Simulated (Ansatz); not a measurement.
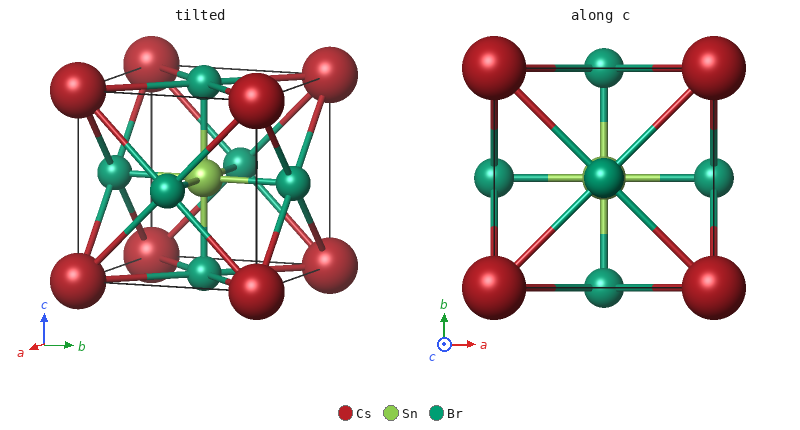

Structure drawing (ball-and-stick), viewed slightly off an axis and along the c axis. Atoms at the boundary of the conventional unit cell (the box) are drawn once for each face, edge or corner they touch.

CsSnBr3, cubic perovskite, space group Pm-3m (No. 221), a = 5.841 Å, b = 5.841 Å, c = 5.841 Å, α = 90.00°, β = 90.00°, γ = 90.00°. Origin of the cell: a structure type filled with these elements by a generator (whether the compound takes this form wasn't checked). Earlier steps of the study may have refined or changed the cell and positions. It was the input of a calculation with Ansatz.

This one geometry was computed with Ansatz (DFT, plane waves, PAW) at three levels of theory: HSE06, PBE and r2SCAN. It was relaxed beforehand with r2SCAN.

> How does the band gap change with the level of theory?

PBE: a gap of 0.50 eV, direct; r2SCAN: a gap of 0.68 eV, direct; HSE06: a gap of 0.94 eV, direct.

> Collect the results in a table.

| level | cutoff (eV) | k-mesh of the run's cell | gap (eV) | pressure (GPa) |
| --- | --- | --- | --- | --- |
| HSE06 | 420 | 4×4×4 | 0.94 | 0.3 |
| PBE | 420 | 4×4×4 | 0.50 | 0.7 |
| r2SCAN | 500 | 4×4×4 | 0.68 | 0.0 |

Gaps are taken on the k-mesh or band path of each run.
